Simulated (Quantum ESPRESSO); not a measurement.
System: anatase TiO2, space group I4_1/amd, 6 atoms in the primitive cell. The cell is scaled at fixed shape and fractional positions. At 11.58 Å³/atom, a = 3.809 Å, c = 9.578 Å (tetragonal axes). Quantum ESPRESSO; PBE, SSSP 1.3 efficiency PBE, no spin polarisation, no spin-orbit coupling, 10×10×10 k mesh, 748 eV cutoff, Fermi-Dirac smearing of 0.05 eV.

At 11.58 Å³/atom the direct gaps are 2.53 eV (Γ), 2.55 eV (Z), 3.30 eV (X) and 3.80 eV (N).

Question: How does each gap move from 11.13 Å³/atom to 12.04 Å³/atom?

Answer: Γ falls by 0.24 eV, Z falls by 0.20 eV, X falls by 0.37 eV and N falls by 0.34 eV. Straight lines against ln V have slopes of −3.1 eV at Γ, −2.6 eV at Z, −4.7 eV at X and −4.3 eV at N.

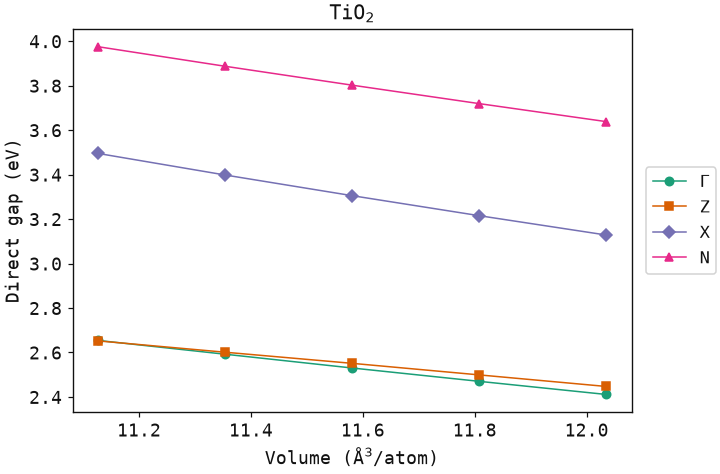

Direct gap at each named k point. In reduced coordinates of the cell that was run, Z is (0.5, 0.5, −0.5), X is (−0.5, 0.5, 0) and N is (0, 0.5, −0.5).

```
       volume  Γ (eV)  Z (eV)  X (eV)  N (eV)  pressure (GPa)
11.13 Å³/atom    2.65    2.65    3.50    3.98             9.7
11.35 Å³/atom    2.59    2.60    3.40    3.89             4.9
11.58 Å³/atom    2.53    2.55    3.30    3.80             0.6
11.81 Å³/atom    2.47    2.50    3.21    3.72            −3.3
12.04 Å³/atom    2.41    2.45    3.13    3.64            −6.8
```

The smallest gap over all k points computed is 2.18, 2.13, 2.08, 2.04 and 1.99 eV in turn; it lies up to 0.48 eV under the lowest value plotted. LDA, GGA and most meta-GGA functionals understate gaps.
